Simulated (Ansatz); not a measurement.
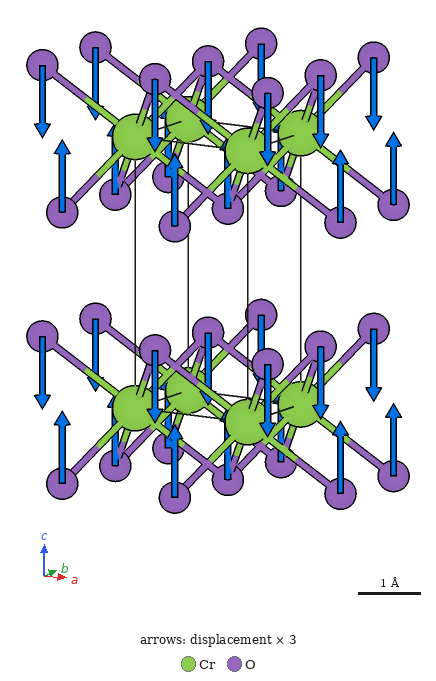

A relaxation of solid CrO2 (built on the CdI2 type). The starting structure is drawn; blue arrows show the displacements (the part carried along by the change of the cell is left out), 3 times their true length.

A ball-and-stick model of the cell of the calculation, seen slightly off an axis.

All numbers below come from DFT PBE, scalar-relativistic, plane waves, PAW in Ansatz 0.2.0.

Input
```yaml
crystal:
  lattice:
    - [2.7615892712, 0.0, 0.0]
    - [-1.3807946356, 2.3916064637, 0.0]
    - [0.0, 0.0, 4.4550166545]
  atoms:
    - { symbol: Cr, position: [0.0, 0.0, 0.0], spin: 2.0 }
    - { symbol: O, position: [0.3333333333, 0.6666666667, 0.252] }
    - { symbol: O, position: [0.6666666667, 0.3333333333, 0.748] }
basis:
  ecutwfc: 420
  ecutrho_ratio: 4
kpoints:
  mp_grid: { grid: [14, 14, 8] }
hamiltonian:
  xc: pbe
scf:
  occupations: { method: gaussian, width: 0.05 }
output:
  forces: true
  stress: true
  eigenvalues: true
  populations: true
magnetization:
  spin_polarized: true
relax:
  f_tol: 0.01
  max_steps: 60
  cell: { stress_tol: 0.04 }
```

Run as
```bash
ansatz run input.yaml --threads 2 --pin off --max-ram 2662MiB --backend cpu --events-out ev --progress --plain --runs-dir out
```

### Which element moves most?

Oxygen: up to 0.40 Å, against 0.00 Å for chromium.

### What did the optimiser do to the structure, and how much energy did it gain?

The largest moves relative to the cell, 0.40 Å, are those of O2 and O3. O3 goes along +c. Cr stays in place. The drawn cell changes as follows: a = b 2.762 → 2.893 Å (+4.8 %), c 4.455 → 5.365 Å (+20.4 %); the volume changes by +32.2 %. Some distances before and after: Cr1–Cr1 2.762 → 2.893 Å, Cr1–O2 1.950 → 1.921 Å. Bond angles that change, for instance: O2–Cr1–O3 89.8° → 82.3°, O2–Cr1–O2 90.2° → 97.7°, Cr1–O2–Cr1 90.2° → 97.7°. The space group stays P-3m1 (No. 164). After 20 accepted moves (30 points after the start) the energy has fallen by 0.495 eV per cell of the calculation. Largest force component: 2.2 eV/Å at the start, 0.00092 eV/Å at the end. Pressure: −1.60 GPa at the start and 0.01 GPa at the end. The SCF was repeated 10 times at an unchanged geometry on a basis and grid sized afresh for the cell, which shifted the energy by 40.8 meV per cell of the calculation at most.
